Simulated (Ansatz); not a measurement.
# Geometry relaxation of TiO2 (part 2 of 2)

The same run, continued: TiO2 (I4₁/amd, 6 atoms in the cell); DFT, r2SCAN, plane waves, PAW, no spin polarisation (Ansatz 0.2.0); cutoff 500 eV, 8×8×8 k-mesh, Fermi–Dirac smearing of 0.02 eV. The structure was built on a prototype by a generator. The geometry comes from this level: PBE.

Geometry of the input (Å; fractional positions):
```
-1.8993  1.8993  4.8510
1.8993  -1.8993  4.8510
1.8993  1.8993  -4.8510
Ti 0.7500  0.2500  0.5000
Ti 0.0000  0.0000  0.0000
O  0.5436  0.0436  0.5000
O  0.7936  0.7936  0.0000
O  0.2064  0.2064  0.0000
O  0.9564  0.4564  0.5000
```

```
basis re-selected at this cell: Δ(F+E_penalty+E_count) = +1.029e-3 eV, ΔP = +0.011 GPa vs the last step (what re-selecting the basis moved, of the pressure what is left beyond the Pulay correction that the steps carried, after the strain that the cell walked since its last selection, with what the two solves' SCF thresholds leave and, on support functions, any second-order correction that the steps lacked; it is no measure of the basis error at this ecutwfc). This SCF's stress stands 2.04e-2 GPa from its target on what of the cell is left free (relax.cell.stress_tol is 5.00e-2 GPa) and its largest allowed force component is 1.54e-3 eV/Å (relax.f_tol is 5.00e-3 eV/Å): within both
SCF converged after 5 iterations
Free energy (F): -7292.663200 eV
Harris-Foulkes:  -7292.663200 eV  (|F-HF|=1.07e-10)
Internal energy: -7292.663200 eV  (E = F + TS)
E sigma→0 (E₀):  -7292.663200 eV
Fermi energy:    8.181000 eV
--- Per-component energies (eV) ---
  E_band       = -507.870828
  E_kinetic    = 1251.729354
  E_local      = -3571.010952  (includes V_loc(G=0)·N_el)
  E_nonlocal   = 191.965044
  E_hartree    = 1382.616192
  E_xc         = -482.716821
  E_vxc        = -693.320592  (∫ρ·V_xc dr)
  E_paw        = -2747.619554  (= ΣΔE_a)
  E_vpaw       = -498.332050  (= ΣTr[D̂ρ^β])
  E_aug_tail   = 0.004415  (compensation charges beyond the density's cutoff)
  E_vtau       = 45.861723  (kinetic-family band-sum trace: ∫τ·v_τ [+ j·A + Jᵃ·Aᵃ] dr)
  E_ewald      = -3316.996201
  E_core_change = -0.634678  (= ΣΔE_core)
  E_smearing   = -0.000000  (= −TS)
  E_closure    = -0.000000  (closes the sum)
  Σ components = -7292.663200   (vs F -7292.663200, Δ=0.00e0)
--- Forces (eV/Å), atoms counted from 1 ---
  atom   1  Ti     0.00000000     0.00000000     0.00000000
  atom   2  Ti     0.00000000     0.00000000     0.00000000
  atom   3  O      0.00000000     0.00000000     0.00153505
  atom   4  O      0.00000000     0.00000000     0.00153505
  atom   5  O      0.00000000     0.00000000    -0.00153505
  atom   6  O      0.00000000     0.00000000    -0.00153505
  max |Σ_I F_I| component: 7.59e-19 eV/Å
--- Stress (GPa, compression-positive) ---
        0.020388      -0.000000       0.000000
       -0.000000       0.020388      -0.000000
        0.000000       0.000000      -0.004537
  P = ⅓ Tr σ = 0.0121 GPa (0.121 kbar)
--- Band table (eV; the first three rows and the last of 59) ---
  k-point 0: bands = ["-51.6877", "-51.6290", "-27.0863", "-26.8457", "-26.8457", "-26.7769", "-26.7769", "-26.6909", "-11.7584", "-10.7468", "-10.6213", "-10.2694", "2.8481", "3.0262", "3.0262", "3.3873", "4.8219", "4.8219", "4.8576", "6.0918", "6.1233", "6.1233", "6.4400", "6.4400", "9.4437", "10.1562", "11.3570", "11.3570", "11.3576", "11.3576"]
  k-point 1: bands = ["-51.6848", "-51.6306", "-27.0854", "-26.8751", "-26.8565", "-26.7939", "-26.7771", "-26.6858", "-11.6079", "-10.6550", "-10.5555", "-10.2244", "2.7214", "2.8245", "2.8396", "3.4165", "4.5256", "4.9326", "5.0006", "5.7686", "5.7906", "5.7919", "6.1628", "6.6073", "10.0353", "10.2394", "10.7633", "11.0770", "11.1333", "11.3100"]
  k-point 2: bands = ["-51.6769", "-51.6354", "-27.0832", "-26.9393", "-26.8812", "-26.8351", "-26.7722", "-26.6855", "-11.2142", "-10.4473", "-10.3855", "-10.1200", "2.2641", "2.4948", "2.7447", "3.6106", "4.0085", "4.3264", "4.5248", "4.8930", "5.0552", "5.9245", "6.2925", "6.6799", "10.2673", "10.4218", "10.8410", "11.0211", "11.0801", "11.6199"]
  k-point 58: bands = ["-51.6585", "-51.6585", "-26.8922", "-26.8922", "-26.8680", "-26.8680", "-26.7543", "-26.7543", "-11.1853", "-11.1853", "-10.5344", "-10.5344", "3.1135", "3.1135", "3.1138", "3.1138", "4.8503", "4.8503", "5.5205", "5.5205", "5.6241", "5.6241", "6.7932", "6.7932", "9.7882", "9.7882", "11.1041", "11.1041", "11.6243", "11.6243"]
--- Relaxed structure (5 steps of the walk, 5 accepted, 1 SCFs on fresh bases) ---
  F+E_penalty+E_count = -7292.66319988 eV   max|allowed force component| = 1.535e-3 eV/Å   (the final SCF, on the basis selected at the relaxed cell)
  cell:  # Å, volume = 68.3857 Å³
    - [-1.8888985843025765, 1.8888985843025765, 4.791684295278074]
    - [1.8888985843025765, -1.8888985843025765, 4.791684295278074]
    - [1.8888985843025765, 1.8888985843025765, -4.791684295278074]
  atoms:
    - { symbol: Ti, position: [0.7499999999999999, 0.25, 0.5] }
    - { symbol: Ti, position: [2.871667990979622e-35, 7.915241198125439e-35, 1.0786909189105061e-34] }
    - { symbol: O, position: [0.5427126158110582, 0.04271261581105814, 0.5000000000000001] }
    - { symbol: O, position: [0.792712615811058, 0.792712615811058, -3.1681092968426908e-34] }
    - { symbol: O, position: [0.20728738418894183, 0.20728738418894183, 8.652715596472554e-35] }
    - { symbol: O, position: [0.9572873841889418, 0.4572873841889418, 0.5] }
```

File rho_z.tsv
```
# z_ang	rho[e/angstrom^3]
# format = ansatz-planar-average/11
# lattice	-1.888898584	1.888898584	4.791684295
# lattice	1.888898584	-1.888898584	4.791684295
# lattice	1.888898584	1.888898584	-4.791684295
# sites	6
# site	22	0.000000000	1.888898584	2.395842148
# site	22	0.000000000	0.000000000	-0.000000000
# site	8	-0.000000000	1.888898584	0.409330741
# site	8	-0.000000000	-0.000000000	7.596857184
# site	8	-0.000000000	0.000000000	1.986511407
# site	8	-0.000000000	1.888898584	4.382353554
0.000000	9.836505e-1
0.121911	9.735386e-1
0.243822	9.436828e-1
0.365733	8.956012e-1
0.487644	8.320467e-1
0.609555	7.571971e-1
0.731466	6.766417e-1
0.853377	5.969922e-1
0.975288	5.251150e-1
1.097199	4.672118e-1
1.219109	4.280830e-1
1.341020	4.107796e-1
1.462931	4.165826e-1
1.584842	4.450676e-1
1.706753	4.940776e-1
1.828664	5.596686e-1
1.950575	6.362697e-1
2.072486	7.172359e-1
2.194397	7.957151e-1
2.316308	8.655317e-1
2.438219	9.217798e-1
2.560130	9.610101e-1
2.682041	9.811152e-1
2.803952	9.811152e-1
2.925863	9.610101e-1
3.047774	9.217798e-1
3.169685	8.655317e-1
3.291596	7.957151e-1
3.413506	7.172359e-1
3.535417	6.362697e-1
3.657328	5.596686e-1
3.779239	4.940776e-1
3.901150	4.450676e-1
4.023061	4.165826e-1
4.144972	4.107796e-1
4.266883	4.280830e-1
4.388794	4.672118e-1
4.510705	5.251150e-1
4.632616	5.969922e-1
4.754527	6.766417e-1
4.876438	7.571971e-1
4.998349	8.320467e-1
5.120260	8.956012e-1
5.242171	9.436828e-1
5.364082	9.735386e-1
```

File v_z.tsv
```
# z_ang	v_es[eV]	v_tot[eV]
# format = ansatz-planar-average/11
# xc	r2scan
# density_cutoff_ev	2000
# datasets	Ti=:simpson_from_first_knot:soft:shift=0	O=:simpson_from_first_knot:soft:shift=0
# lattice	-1.888898584	1.888898584	4.791684295
# lattice	1.888898584	-1.888898584	4.791684295
# lattice	1.888898584	1.888898584	-4.791684295
# sites	6
# site	22	0.000000000	1.888898584	2.395842148
# site	22	0.000000000	0.000000000	-0.000000000
# site	8	-0.000000000	1.888898584	0.409330741
# site	8	-0.000000000	-0.000000000	7.596857184
# site	8	-0.000000000	0.000000000	1.986511407
# site	8	-0.000000000	1.888898584	4.382353554
0.000000	2.784168e0	-8.747240e0
0.121911	2.845182e0	-8.663417e0
0.243822	3.025362e0	-8.423723e0
0.365733	3.315441e0	-8.055510e0
0.487644	3.697839e0	-7.586870e0
0.609555	4.146174e0	-7.040102e0
0.731466	4.628551e0	-6.438224e0
0.853377	5.120321e0	-5.808075e0
0.975288	5.615301e0	-5.174245e0
1.097199	6.107653e0	-4.566921e0
1.219109	6.520734e0	-4.078775e0
1.341020	6.729927e0	-3.838011e0
1.462931	6.657753e0	-3.920629e0
1.584842	6.331921e0	-4.299667e0
1.706753	5.864452e0	-4.863307e0
1.828664	5.366925e0	-5.490533e0
1.950575	4.874254e0	-6.124861e0
2.072486	4.384915e0	-6.744510e0
2.194397	3.915796e0	-7.321865e0
2.316308	3.496503e0	-7.832296e0
2.438219	3.157581e0	-8.253762e0
2.560130	2.920767e0	-8.561546e0
2.682041	2.799471e0	-8.726074e0
2.803952	2.799471e0	-8.726074e0
2.925863	2.920767e0	-8.561546e0
3.047774	3.157581e0	-8.253762e0
3.169685	3.496503e0	-7.832296e0
3.291596	3.915796e0	-7.321865e0
3.413506	4.384915e0	-6.744510e0
3.535417	4.874254e0	-6.124861e0
3.657328	5.366925e0	-5.490533e0
3.779239	5.864452e0	-4.863307e0
3.901150	6.331921e0	-4.299667e0
4.023061	6.657753e0	-3.920629e0
4.144972	6.729927e0	-3.838011e0
4.266883	6.520734e0	-4.078775e0
4.388794	6.107653e0	-4.566921e0
4.510705	5.615301e0	-5.174245e0
4.632616	5.120321e0	-5.808075e0
4.754527	4.628551e0	-6.438224e0
4.876438	4.146174e0	-7.040102e0
4.998349	3.697839e0	-7.586870e0
5.120260	3.315441e0	-8.055510e0
5.242171	3.025362e0	-8.423723e0
5.364082	2.845182e0	-8.663417e0
```

Trajectory as extended XYZ (Å, eV, eV/Å), 6 frames, from step=1 to step=6
```
6
Lattice="-1.8993 1.8993 4.8510 1.8993 -1.8993 4.8510 1.8993 1.8993 -4.8510" Properties=species:S:1:pos:R:3:forces:R:3 step=1 energy=-7292.64022 pressure_GPa=-4.67
Ti    0.0000    1.8993    2.4255    0.0000   0.0000   0.0000
Ti    0.0000    0.0000    0.0000    0.0000   0.0000   0.0000
O     0.0000    1.8993    0.4227    0.0000   0.0000   0.0858
O     0.0000    0.0000    7.6991    0.0000   0.0000   0.0858
O     0.0000    0.0000    2.0028    0.0000   0.0000  -0.0858
O     0.0000    1.8993    4.4283    0.0000   0.0000  -0.0858
6
Lattice="-1.8907 1.8907 4.8162 1.8907 -1.8907 4.8162 1.8907 1.8907 -4.8162" Properties=species:S:1:pos:R:3:forces:R:3 step=2 energy=-7292.66193 pressure_GPa=-1.34
Ti    0.0000    1.8907    2.4081    0.0000   0.0000   0.0000
Ti    0.0000    0.0000    0.0000    0.0000   0.0000   0.0000
O     0.0000    1.8907    0.4161    0.0000   0.0000   0.0191
O     0.0000    0.0000    7.6404    0.0000   0.0000   0.0191
O     0.0000    0.0000    1.9920    0.0000   0.0000  -0.0191
O     0.0000    1.8907    4.4001    0.0000   0.0000  -0.0191
6
Lattice="-1.8877 1.8877 4.7983 1.8877 -1.8877 4.7983 1.8877 1.8877 -4.7983" Properties=species:S:1:pos:R:3:forces:R:3 step=3 energy=-7292.66416 pressure_GPa=0.08
Ti    0.0000    1.8877    2.3992    0.0000   0.0000   0.0000
Ti    0.0000    0.0000    0.0000    0.0000   0.0000   0.0000
O     0.0000    1.8877    0.4119    0.0000   0.0000  -0.0041
O     0.0000    0.0000    7.6094    0.0000   0.0000  -0.0041
O     0.0000    0.0000    1.9873    0.0000   0.0000   0.0041
O     0.0000    1.8877    4.3864    0.0000   0.0000   0.0041
6
Lattice="-1.8881 1.8881 4.7962 1.8881 -1.8881 4.7962 1.8881 1.8881 -4.7962" Properties=species:S:1:pos:R:3:forces:R:3 step=4 energy=-7292.66419 pressure_GPa=0.03
Ti    0.0000    1.8881    2.3981    0.0000   0.0000   0.0000
Ti    0.0000    0.0000    0.0000    0.0000   0.0000   0.0000
O     0.0000    1.8881    0.4110    0.0000   0.0000  -0.0012
O     0.0000    0.0000    7.6054    0.0000   0.0000  -0.0012
O     0.0000    0.0000    1.9871    0.0000   0.0000   0.0012
O     0.0000    1.8881    4.3852    0.0000   0.0000   0.0012
6
Lattice="-1.8889 1.8889 4.7917 1.8889 -1.8889 4.7917 1.8889 1.8889 -4.7917" Properties=species:S:1:pos:R:3:forces:R:3 step=5 energy=-7292.66423 pressure_GPa=0.00
Ti    0.0000    1.8889    2.3958    0.0000   0.0000   0.0000
Ti    0.0000    0.0000    0.0000    0.0000   0.0000   0.0000
O     0.0000    1.8889    0.4093    0.0000   0.0000   0.0016
O     0.0000    0.0000    7.5969    0.0000   0.0000   0.0016
O     0.0000    0.0000    1.9865    0.0000   0.0000  -0.0016
O     0.0000    1.8889    4.3824    0.0000   0.0000  -0.0016
6
Lattice="-1.8889 1.8889 4.7917 1.8889 -1.8889 4.7917 1.8889 1.8889 -4.7917" Properties=species:S:1:pos:R:3:forces:R:3 step=6 energy=-7292.66320 pressure_GPa=0.01
Ti    0.0000    1.8889    2.3958    0.0000   0.0000   0.0000
Ti    0.0000    0.0000    0.0000    0.0000   0.0000   0.0000
O     0.0000    1.8889    0.4093    0.0000   0.0000   0.0015
O     0.0000    0.0000    7.5969    0.0000   0.0000   0.0015
O     0.0000    0.0000    1.9865    0.0000   0.0000  -0.0015
O     0.0000    1.8889    4.3824    0.0000   0.0000  -0.0015
```

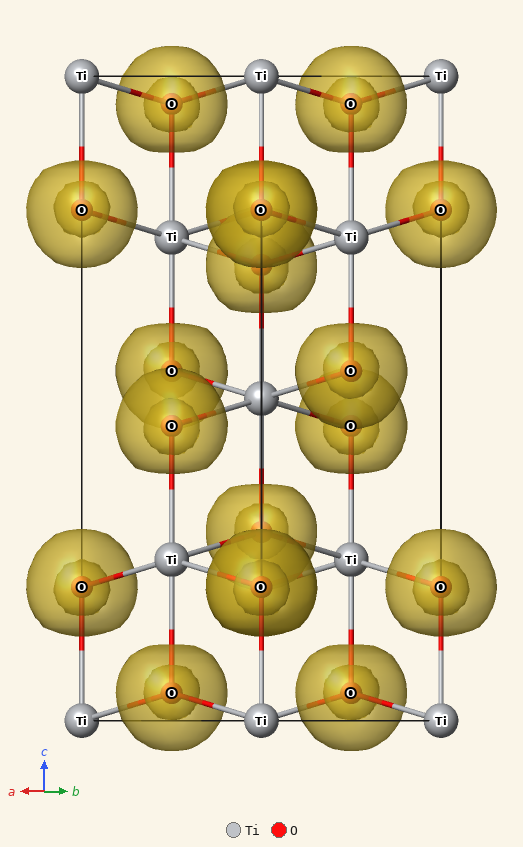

*Isosurface of the electron localisation function at 0.75 (yellow), seen along [110]. Only the valence region is drawn (cores and ρ < 0.01 e/Å³ removed). Sticks mark near contacts. The outline is the cell set on symmetry axes.*

Along the contacts the grid gives the following. Ti–O (1.93 Å): the ELF is about 0.20 at the midpoint. Ti–O (1.99 Å): the ELF is about 0.20 at the midpoint. In a PAW calculation such maps are meaningful between the atoms, not at the nuclei.

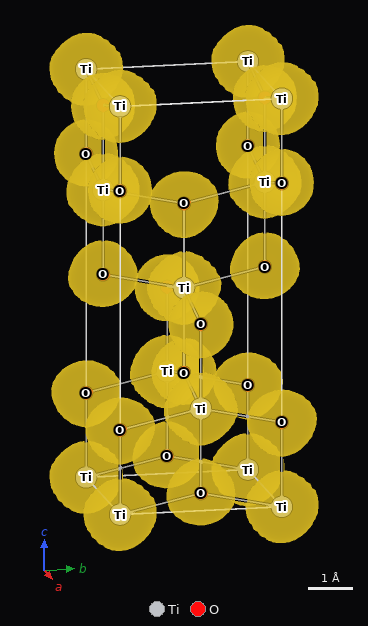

*Isosurface of the valence pseudo-density at 1 e/Å³ (yellow), seen slightly off an axis. Sticks mark near contacts. The outline is the cell set on symmetry axes.*

At this value the density breaks into separate islands; it holds about 70 % of the electrons treated as valence (semicore included). It is pinched off along the Ti–O (1.93 Å) and Ti–O (1.99 Å) contacts. On the grid the lowest density along these lines, outside the cores, is 0.74 e/Å³ (Ti–O, 1.93 Å) and 0.66 e/Å³ (Ti–O, 1.99 Å).

Summary

| quantity | value |
| --- | --- |
| outcome | converged |
| space group (tolerance 0.01 Å) | I4₁/amd (141) |
| electrons treated | 48 |
| free energy | −7292.6632 eV |
| Fermi energy | 8.181 eV |
| gap on the k-point mesh | 2.57 eV |
| pressure | 0.01 GPa |
| final volume | 68.39 Å³ |
| largest force (length of the vector) at the end | 0.002 eV/Å |
| final cell | a = 5.486 Å, b = 5.486 Å, c = 5.486 Å, α = 139.72°, β = 139.72°, γ = 58.28° |
| hardware | 8 threads of Intel Xeon (Sapphire Rapids), 64 GiB of memory available, shared host |
| wall time | 12 s (CPU time 80 s) |
| peak memory | 1.1 GiB |
